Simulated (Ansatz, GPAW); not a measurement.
# Geometry or basis: what sets the conductance of a Li chain with an H atom bridging one bond

Aim: the conductance of a Li chain with an H atom bridging one bond after relaxation, and whether geometry, basis or functional moves it most.

Method: Ansatz plane waves; relaxation of the junction with the lead ends held; PAW set soft_1, in the first sound run; inputs show where later runs differ, in GPAW 26.7.0 and Ansatz 0.2.0.

## 1. Starting point

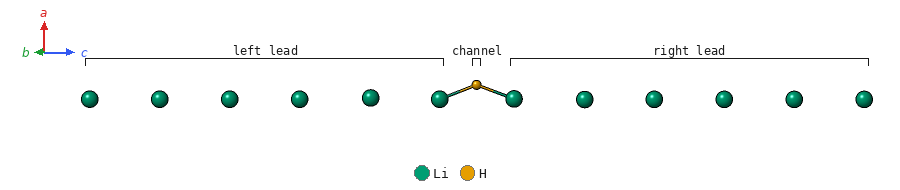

The starting structure, seen from the side, with the c axis across the page (lithium teal, hydrogen orange).

The cell holds 13 atoms: 12 Li and 1 H. Cell: a = 9.000 Å, b = 9.000 Å, c = 35.600 Å, α = 90.0°, β = 90.0°, γ = 90.0°. Regions: left lead, 6 atoms (6 Li); channel, 1 atom (1 H); right lead, 6 atoms (6 Li). Vacuum lies along a and b. The structure is stacked along c, and the current runs across the ab planes.

## 2. Relaxation

Transmission follows bond lengths closely, so the atoms between the held lead ends are relaxed first, from a slightly shaken start that lets symmetry break.

input.yaml

```yaml
crystal:
  lattice:
    - [9.0, 0.0, 0.0]
    - [0.0, 9.0, 0.0]
    - [0.0, 0.0, 35.6]
  atoms:
    - { symbol: Li, position: [0.5, 0.5, 0.0414325843] }
    - { symbol: Li, position: [0.5, 0.5, 0.1242977528] }
    - { symbol: Li, position: [0.5, 0.5, 0.2071629213] }
    - { symbol: Li, position: [0.5, 0.5, 0.2900280899] }
    - { symbol: Li, position: [0.5060891885, 0.4897388936, 0.3737006157] }
    - { symbol: Li, position: [0.5002321241, 0.5043941667, 0.4560833954] }
    - { symbol: H, position: [0.5669489241, 0.5001058125, 0.4995649752] }
    - { symbol: Li, position: [0.5019349497, 0.5014403562, 0.5439408657] }
    - { symbol: Li, position: [0.4991756539, 0.5023981356, 0.6277002663] }
    - { symbol: Li, position: [0.5, 0.5, 0.7099719101] }
    - { symbol: Li, position: [0.5, 0.5, 0.7928370787] }
    - { symbol: Li, position: [0.5, 0.5, 0.8757022472] }
    - { symbol: Li, position: [0.5, 0.5, 0.9585674157] }
kpoints:
  mp_grid: { grid: [1, 1, 2] }
hamiltonian:
  xc: pbe
  pseudopotentials: { kind: paw, azcp: { folder: soft_1 } }
scf:
  occupations: { method: fermi_dirac, width: 0.1 }
relax:
  f_tol: 0.03
  max_steps: 80
  constraints: [{ sites: [0, 1, 2, 3, 9, 10, 11, 12] }]
```

Launch:

```bash
$ ansatz run input.yaml --threads 4 --pin off --max-ram 8192MiB --backend cpu --events-out ev --progress --plain --runs-dir out
```

Numbers of over 12 decimals in the logs are rounded to 6 here.

What it wrote:

```text
Engine: ansatz 0.2.0, x86_64-unknown-linux-gnu
Pseudopotentials: kind: paw
Pseudopotential: Li, paw, valence charge 3, recommended cutoff 420 eV (normal), soft_1/Li.paw.azcp
Pseudopotential: H, paw, valence charge 1, recommended cutoff 420 eV (normal), soft_1/H.paw.azcp
Functional definition: PBE
  parameter kappa = 0.804
  parameter beta = 0.066725
  exchange = pbe_x(kappa = kappa, mu = beta*pi^2/3)
  correlation = pbe_c(beta = beta)
Crystal: 13 atoms, lattice volume = 2883.600 Å³
Basis set: ecut = 420 eV, 56259 PW (Γ), exchange–correlation on 128×128×480 points (8 copies of the dense FFT grid, shifted against one another)
Bands: 32, of which v1, the nominal top of the filled ones, is band 19 counted from 1 (18 counted from 0)
Symmetry: 1 space group operations
Space group: P1 (ITA 1), of the structure as read, at distance tolerance 1.4e-4 Å
k-points: 2
Non-local potential: Li, projectors of the file, l = 0: 3, l = 1: 2, l = 2: 1
Non-local potential: H, projectors of the file, l = 0: 2, l = 1: 1
PAW form: soft (Blöchl's): semilocal exchange-correlation on the pseudo side does not see the compensation charge
PAW one-centre angular grid: Li, 110 points (default); XC on 96 Gauss nodes
PAW one-centre angular grid: H, 110 points (default); XC on 64 Gauss nodes
Initial density: superposition of atomic densities (neutral atoms: chi_scale 0, normalization atom)
Initial wavefunctions: pseudopotential atomic-orbital guess
Functional: x = pbe(κ = 0.804, μ = 0.219515), c = pbe(β = 0.066725)
SCF iter   1: F=—  HF=-2461.944415 eV  |F-HF|=—  |Δ(HF+E_count)|=         —  Δρ=8.81e-3  dr2=3.70e0  ethr=3.10e-3  ⟨swp⟩=16.5  Hψ=510  notcnv=0
preconditioner: auto → LDOS  [metal: Δε(μ)=0.244 eV  Ē_g=1.748 eV  σ=0.100 eV  W_gap=0.43  n_scr=102 (ndim 8)  ℏωp=2.3 eV  f_vac=0.493  D(μ)=8.58/eV (n_scr^D=20)  β→1.0]
SCF iter   2: F=—  HF=-2460.603057 eV  |F-HF|=—  |Δ(HF+E_count)|=    1.34e0  Δρ=3.04e-3  dr2=3.71e-1  ethr=3.10e-3  ⟨swp⟩=3.5  Hψ=161  notcnv=0
SCF iter   3: F=—  HF=-2460.598470 eV  |F-HF|=—  |Δ(HF+E_count)|=   4.59e-3  Δρ=6.51e-4  dr2=5.40e-2  ethr=1.00e-3  ⟨swp⟩=3.0  Hψ=123  notcnv=0
SCF iter   4: F=—  HF=-2460.607356 eV  |F-HF|=—  |Δ(HF+E_count)|=   8.89e-3  Δρ=2.12e-4  dr2=6.96e-3  ethr=1.46e-4  ⟨swp⟩=2.0  Hψ=120  notcnv=0
SCF iter   5: F=—  HF=-2460.608615 eV  |F-HF|=—  |Δ(HF+E_count)|=   1.26e-3  Δρ=1.07e-4  dr2=1.99e-3  ethr=1.88e-5  ⟨swp⟩=2.0  Hψ=78  notcnv=0
SCF iter   6: F=—  HF=-2460.608834 eV  |F-HF|=—  |Δ(HF+E_count)|=   2.19e-4  Δρ=5.00e-5  dr2=4.25e-4  ethr=5.38e-6  ⟨swp⟩=1.0  Hψ=64  notcnv=0
SCF iter   7: F=—  HF=-2460.608864 eV  |F-HF|=—  |Δ(HF+E_count)|=   2.95e-5  Δρ=2.81e-5  dr2=1.13e-4  ethr=1.15e-6  ⟨swp⟩=1.5  Hψ=65  notcnv=0
SCF iter   8: F=-2460.608886 eV  HF=-2460.608886 eV  |F-HF|=2.23e-7  |Δ(HF+E_count)|=   2.26e-5  Δρ=8.20e-6  dr2=7.20e-6  ethr=6.08e-8  ⟨swp⟩=3.5  Hψ=194  notcnv=0
SCF 1 converged in 8 iterations: F = -2460.608886 eV  dr2 = 7.20e-6
  greatest PAW one-centre occupation: 1.000 electrons in one spin orbital (limit 2), on the Li atom at site 5 (counted from 0), in its partial waves of l = 0
relax step   1: F+E_penalty+E_count = -2460.60888613 eV  Δ(F+E_penalty+E_count) = +0.000e0 eV  max|allowed force component| = 1.920e-1 eV/Å  Δτ_max = 0.0000 Å  (8 SCF iters, dr2 threshold 2.25e-5 eV, accepted)
Initial density: handed on by an earlier stage of this run
Initial wavefunctions: those handed on with the density
iter 1 solved again at ethr=5.08e-5 eV; its pass at ethr=3.10e-3 eV (dr2=1.88e-2 eV) is discarded
SCF iter   1: F=—  HF=-2460.636329 eV  |F-HF|=—  |Δ(HF+E_count)|=         —  Δρ=4.56e-4  dr2=1.18e-2  ethr=5.08e-5  ⟨swp⟩=2.5  Hψ=239  notcnv=0  defer=1
preconditioner: auto → LDOS  [metal: Δε(μ)=0.257 eV  Ē_g=2.183 eV  σ=0.100 eV  W_gap=0.44  n_scr=102 (ndim 8)  ℏωp=2.5 eV  f_vac=0.561  D(μ)=8.29/eV (n_scr^D=20)  β→1.0]
SCF iter   2: F=—  HF=-2460.639771 eV  |F-HF|=—  |Δ(HF+E_count)|=   3.44e-3  Δρ=1.56e-4  dr2=2.91e-3  ethr=3.19e-5  ⟨swp⟩=3.0  Hψ=101  notcnv=0
SCF iter   3: F=—  HF=-2460.640297 eV  |F-HF|=—  |Δ(HF+E_count)|=   5.27e-4  Δρ=6.15e-5  dr2=6.78e-4  ethr=7.88e-6  ⟨swp⟩=2.0  Hψ=78  notcnv=0
SCF iter   4: F=—  HF=-2460.640481 eV  |F-HF|=—  |Δ(HF+E_count)|=   1.84e-4  Δρ=2.96e-5  dr2=6.44e-5  ethr=1.83e-6  ⟨swp⟩=2.0  Hψ=66  notcnv=0
SCF iter   5: F=—  HF=-2460.640520 eV  |F-HF|=—  |Δ(HF+E_count)|=   3.90e-5  Δρ=1.20e-5  dr2=1.10e-5  ethr=1.74e-7  ⟨swp⟩=2.0  Hψ=84  notcnv=0
SCF iter   6: F=-2460.640527 eV  HF=-2460.640527 eV  |F-HF|=6.24e-8  |Δ(HF+E_count)|=   7.50e-6  Δρ=3.93e-6  dr2=1.49e-6  ethr=6.23e-9  ⟨swp⟩=5.5  Hψ=167  notcnv=0
SCF 2 converged in 6 iterations: F = -2460.640527 eV  dr2 = 1.49e-6
  greatest PAW one-centre occupation: 1.000 electrons in one spin orbital (limit 2), on the Li atom at site 7 (counted from 0), in its partial waves of l = 0
relax step   2: F+E_penalty+E_count = -2460.64052734 eV  Δ(F+E_penalty+E_count) = -3.164e-2 eV  max|allowed force component| = 1.188e-1 eV/Å  Δτ_max = 0.1237 Å  (6 SCF iters, dr2 threshold 2.30e-6 eV, accepted)
SCF iter   1: F=—  HF=-2460.661734 eV  |F-HF|=—  |Δ(HF+E_count)|=         —  Δρ=6.20e-4  dr2=5.55e-2  ethr=1.13e-3  ⟨swp⟩=9.5  Hψ=253  notcnv=0
preconditioner: auto → LDOS  [metal: Δε(μ)=0.259 eV  Ē_g=2.187 eV  σ=0.100 eV  W_gap=0.44  n_scr=102 (ndim 8)  ℏωp=2.5 eV  f_vac=0.561  D(μ)=8.21/eV (n_scr^D=12)  β→1.0]
SCF iter   2: F=—  HF=-2460.674290 eV  |F-HF|=—  |Δ(HF+E_count)|=   1.26e-2  Δρ=2.66e-4  dr2=1.67e-2  ethr=1.50e-4  ⟨swp⟩=2.0  Hψ=118  notcnv=0
SCF iter   3: F=—  HF=-2460.674865 eV  |F-HF|=—  |Δ(HF+E_count)|=   5.74e-4  Δρ=1.01e-4  dr2=1.75e-3  ethr=4.52e-5  ⟨swp⟩=1.0  Hψ=64  notcnv=0
SCF iter   4: F=—  HF=-2460.675272 eV  |F-HF|=—  |Δ(HF+E_count)|=   4.08e-4  Δρ=4.42e-5  dr2=2.29e-4  ethr=4.73e-6  ⟨swp⟩=2.0  Hψ=70  notcnv=0
SCF iter   5: F=—  HF=-2460.675448 eV  |F-HF|=—  |Δ(HF+E_count)|=   1.76e-4  Δρ=1.88e-5  dr2=3.04e-5  ethr=6.18e-7  ⟨swp⟩=2.0  Hψ=84  notcnv=0
SCF iter   6: F=—  HF=-2460.675516 eV  |F-HF|=—  |Δ(HF+E_count)|=   6.79e-5  Δρ=7.49e-6  dr2=9.34e-6  ethr=8.22e-8  ⟨swp⟩=2.0  Hψ=78  notcnv=0
SCF iter   7: F=—  HF=-2460.675519 eV  |F-HF|=—  |Δ(HF+E_count)|=   2.78e-6  Δρ=3.51e-6  dr2=8.78e-7  ethr=2.52e-8  ⟨swp⟩=2.0  Hψ=68  notcnv=0
SCF iter   8: F=—  HF=-2460.675519 eV  |F-HF|=—  |Δ(HF+E_count)|=   5.04e-7  Δρ=1.17e-6  dr2=2.09e-7  ethr=2.37e-9  ⟨swp⟩=2.5  Hψ=85  notcnv=0
SCF iter   9: F=-2460.675519 eV  HF=-2460.675519 eV  |F-HF|=2.92e-8  |Δ(HF+E_count)|=   5.34e-8  Δρ=4.32e-7  dr2=4.70e-8  ethr=2.70e-10  ⟨swp⟩=4.0  Hψ=150  notcnv=0
SCF 3 converged in 9 iterations: F = -2460.675519 eV  dr2 = 4.70e-8
relax step   3: F+E_penalty+E_count = -2460.67551919 eV  Δ(F+E_penalty+E_count) = -3.499e-2 eV  max|allowed force component| = 5.593e-2 eV/Å  Δτ_max = 0.1953 Å  (9 SCF iters, accepted)
[... from here on, the SCF cycles and remarks between the steps are left out ...]
relax step   4: F+E_penalty+E_count = -2460.70523324 eV  Δ(F+E_penalty+E_count) = -2.971e-2 eV  max|allowed force component| = 6.840e-2 eV/Å  Δτ_max = 0.1951 Å  (9 SCF iters, accepted)
relax step   5: F+E_penalty+E_count = -2460.73420744 eV  Δ(F+E_penalty+E_count) = -2.897e-2 eV  max|allowed force component| = 6.438e-2 eV/Å  Δτ_max = 0.1983 Å  (8 SCF iters, dr2 threshold 1.04e-6 eV, accepted)
relax step   6: F+E_penalty+E_count = -2460.75964265 eV  Δ(F+E_penalty+E_count) = -2.544e-2 eV  max|allowed force component| = 4.961e-2 eV/Å  Δτ_max = 0.1956 Å  (7 SCF iters, dr2 threshold 3.67e-6 eV, accepted)
relax step   7: F+E_penalty+E_count = -2460.77745578 eV  Δ(F+E_penalty+E_count) = -1.781e-2 eV  max|allowed force component| = 2.583e-2 eV/Å  Δτ_max = 0.1956 Å  (8 SCF iters, dr2 threshold 1.46e-6 eV, accepted)
relax step   8: F+E_penalty+E_count = -2460.77745591 eV  Δ(F+E_penalty+E_count) = -1.285e-7 eV  max|allowed force component| = 2.585e-2 eV/Å  Δτ_max = 0.0000 Å  (2 SCF iters, accepted)
relax step   9: F+E_penalty+E_count = -2460.78617056 eV  Δ(F+E_penalty+E_count) = -8.715e-3 eV  max|allowed force component| = 1.519e-2 eV/Å  Δτ_max = 0.1926 Å  (9 SCF iters, accepted)
relax step  10: F+E_penalty+E_count = -2460.79105141 eV  Δ(F+E_penalty+E_count) = -4.881e-3 eV  max|allowed force component| = 1.852e-2 eV/Å  Δτ_max = 0.1631 Å  (9 SCF iters, accepted)
SCF iter   1: F=—  HF=-2460.816377 eV  |F-HF|=—  |Δ(HF+E_count)|=         —  Δρ=1.86e-3  dr2=1.21e-1  ethr=2.16e-3  ⟨swp⟩=3.0  Hψ=171  notcnv=0
preconditioner: auto → LDOS  [metal: Δε(μ)=0.279 eV  Ē_g=2.205 eV  σ=0.100 eV  W_gap=0.46  n_scr=102 (ndim 8)  ℏωp=2.5 eV  f_vac=0.550  D(μ)=8.00/eV (n_scr^D=12)  β→1.0]
SCF iter   2: F=—  HF=-2460.799186 eV  |F-HF|=—  |Δ(HF+E_count)|=   1.72e-2  Δρ=4.64e-4  dr2=2.88e-2  ethr=3.27e-4  ⟨swp⟩=2.0  Hψ=118  notcnv=0
SCF iter   3: F=—  HF=-2460.795527 eV  |F-HF|=—  |Δ(HF+E_count)|=   3.66e-3  Δρ=7.24e-5  dr2=1.96e-3  ethr=7.77e-5  ⟨swp⟩=2.0  Hψ=66  notcnv=0
SCF iter   4: F=—  HF=-2460.795596 eV  |F-HF|=—  |Δ(HF+E_count)|=   6.95e-5  Δρ=3.51e-5  dr2=2.61e-4  ethr=5.31e-6  ⟨swp⟩=1.0  Hψ=64  notcnv=0
SCF iter   5: F=—  HF=-2460.795637 eV  |F-HF|=—  |Δ(HF+E_count)|=   4.09e-5  Δρ=1.14e-5  dr2=2.32e-5  ethr=7.05e-7  ⟨swp⟩=2.0  Hψ=70  notcnv=0
SCF iter   6: F=—  HF=-2460.795692 eV  |F-HF|=—  |Δ(HF+E_count)|=   5.45e-5  Δρ=6.94e-6  dr2=4.16e-6  ethr=6.27e-8  ⟨swp⟩=2.0  Hψ=80  notcnv=0
SCF iter   7: F=—  HF=-2460.795694 eV  |F-HF|=—  |Δ(HF+E_count)|=   2.40e-6  Δρ=2.94e-6  dr2=2.02e-6  ethr=1.12e-8  ⟨swp⟩=2.0  Hψ=76  notcnv=0
SCF iter   8: F=-2460.795694 eV  HF=-2460.795694 eV  |F-HF|=2.45e-8  |Δ(HF+E_count)|=   9.30e-8  Δρ=7.04e-7  dr2=4.58e-8  ethr=2.70e-10  ⟨swp⟩=4.0  Hψ=203  notcnv=0
SCF 11 converged in 8 iterations: F = -2460.795694 eV  dr2 = 4.58e-8
relax step  11: F+E_penalty+E_count = -2460.79569403 eV  Δ(F+E_penalty+E_count) = -4.643e-3 eV  max|allowed force component| = 2.321e-2 eV/Å  Δτ_max = 0.1913 Å  (8 SCF iters, accepted)
SCF converged after 8 iterations
Free energy (F): -2460.795694 eV
Harris-Foulkes:  -2460.795694 eV  (|F-HF|=2.45e-8)
Internal energy: -2460.532454 eV  (E = F + TS)
E sigma→0 (E₀):  -2460.664074 eV
Entropy (-TS):   -0.263240 eV (-20.249 meV/atom)
Fermi energy:    -2.752720 eV
--- Per-component energies (eV) ---
  E_band       = -1263.794740
  E_kinetic    = 185.710162
  E_local      = -2850.730612  (includes V_loc(G=0)·N_el)
  E_nonlocal   = -239.693562
  E_hartree    = 982.442750
  E_xc         = -92.599138
  E_vxc        = -118.801256  (∫ρ·V_xc dr)
  E_paw        = -286.934938  (= ΣΔE_a)
  E_vpaw       = -205.166499  (= ΣTr[D̂ρ^β])
  E_aug_tail   = 0.002153  (compensation charges beyond the density's cutoff)
  E_ewald      = -158.729269
  E_smearing   = -0.263240  (= −TS)
  E_closure    = 0.000000  (closes the sum)
  Σ components = -2460.795694   (vs F -2460.795694, Δ=0.00e0)
--- Forces (eV/Å), atoms counted from 1 ---
  atom   1  Li    -0.00006444    -0.00009445     0.00735267
  atom   2  Li     0.00108265     0.00406177    -0.00939738
  atom   3  Li    -0.00726347    -0.02289180     0.02071236
  atom   4  Li     0.01330163     0.02460852     0.17697022
  atom   5  Li     0.00291938     0.00194504    -0.00580048
  atom   6  Li    -0.01045225     0.00530496     0.02321192
  atom   7  H     -0.00676699    -0.01099527    -0.00989412
  atom   8  Li    -0.00740985    -0.00336800    -0.01618873
  atom   9  Li     0.00617237     0.00072710     0.00542802
  atom  10  Li     0.02633813    -0.00173074    -0.17417592
  atom  11  Li    -0.02157805     0.00300103    -0.02043257
  atom  12  Li     0.00372252    -0.00056498     0.00961049
  atom  13  Li    -0.00009801    -0.00003975    -0.00738887
  max |Σ_I F_I| component: 9.64e-5 eV/Å
--- Relaxed structure (11 steps of the walk, 11 accepted, 0 SCFs on fresh bases) ---
  F+E_penalty+E_count = -2460.79569403 eV   max|allowed force component| = 2.321e-2 eV/Å
  atoms:
    - { symbol: Li, position: [0.5, 0.5, 0.041433] }
    - { symbol: Li, position: [0.5, 0.5, 0.124298] }
    - { symbol: Li, position: [0.5, 0.5, 0.207163] }
    - { symbol: Li, position: [0.5, 0.5, 0.2900280899] }
    - { symbol: Li, position: [0.457059, 0.345211, 0.368332] }
    - { symbol: Li, position: [0.516515, 0.477049, 0.451353] }
    - { symbol: H, position: [0.525337, 0.506485, 0.498547] }
    - { symbol: Li, position: [0.496895, 0.510718, 0.545734] }
    - { symbol: Li, position: [0.355659, 0.521822, 0.629374] }
    - { symbol: Li, position: [0.5, 0.5, 0.709972] }
    - { symbol: Li, position: [0.5, 0.5, 0.7928370787] }
    - { symbol: Li, position: [0.5, 0.5, 0.875702] }
    - { symbol: Li, position: [0.5, 0.5, 0.958567] }
```

Run time: 26 s. Hardware: 4 threads of Intel Xeon Platinum 8559C (Emerald Rapids), shared host; peak memory 1.8 GiB; 89 s of CPU time.

Step by step:

```tsv
step	energy less that of the first step (eV)	largest force component (eV/Å)
1	0.0000	0.1920
2	-0.0316	0.1188
3	-0.0666	0.0559
4	-0.0963	0.0684
5	-0.1253	0.0644
6	-0.1508	0.0496
7	-0.1686	0.0258
8	-0.1686	0.0258
9	-0.1773	0.0152
10	-0.1822	0.0185
11	-0.1868	0.0232
```

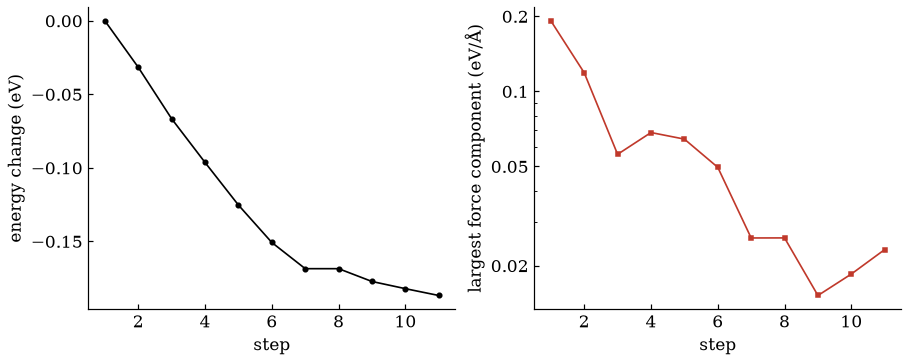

Energy and largest force along the relaxation.

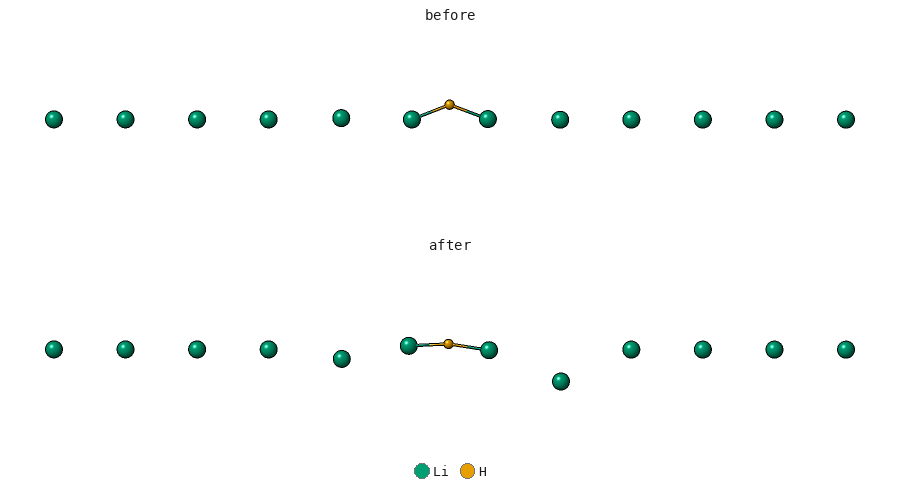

The structure before and after the relaxation, drawn at the same scale.

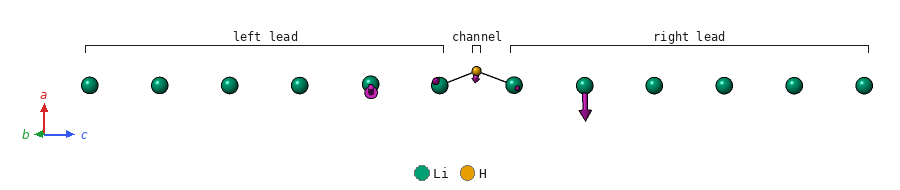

Displacements in the relaxation, scaled; the longest in the cell stands for 1.39 Å.

The atoms that moved most (Å):

```tsv
atom	dx	dy	dz	length
Li5	-0.441	-1.301	-0.191	1.387
Li9	-1.292	0.175	0.060	1.305
H7	-0.375	0.057	-0.036	0.381
Li6	0.147	-0.246	-0.168	0.332
Li8	-0.045	0.084	0.064	0.114
```

The relaxed structure:

```cif
data_structure
_symmetry_space_group_name_H-M 'P 1'
_symmetry_Int_Tables_number 1
_cell_length_a 9.0000
_cell_length_b 9.0000
_cell_length_c 35.6000
_cell_angle_alpha 90.000
_cell_angle_beta 90.000
_cell_angle_gamma 90.000
_cell_volume 2883.60
loop_
_atom_site_label
_atom_site_type_symbol
_atom_site_fract_x
_atom_site_fract_y
_atom_site_fract_z
_atom_site_occupancy
Li1 Li 0.50000 0.50000 0.04143 1
Li2 Li 0.50000 0.50000 0.12430 1
Li3 Li 0.50000 0.50000 0.20716 1
Li4 Li 0.50000 0.50000 0.29003 1
Li5 Li 0.45706 0.34521 0.36833 1
Li6 Li 0.51651 0.47705 0.45135 1
H7 H 0.52534 0.50648 0.49855 1
Li8 Li 0.49690 0.51072 0.54573 1
Li9 Li 0.35566 0.52182 0.62937 1
Li10 Li 0.50000 0.50000 0.70997 1
Li11 Li 0.50000 0.50000 0.79284 1
Li12 Li 0.50000 0.50000 0.87570 1
Li13 Li 0.50000 0.50000 0.95857 1
```

This step gave:

```yaml
free_energy: -2460.7957 eV
smearing_term_ts: 0.2632 eV
symmetry_operations: 1
```

The relaxation lowered the energy of the cell by 0.187 eV.

[end of part 1 of 4]

[Logs are printed without paths, hosts, clocks, repeated set-up lines and the standing remarks that a program may print on its own settings, such as how far it seeks lower states.]

[Hosts, paths, dates, database ids (printed as entryN), source tags and the programs' standing remarks are cut or masked in the printed files.]
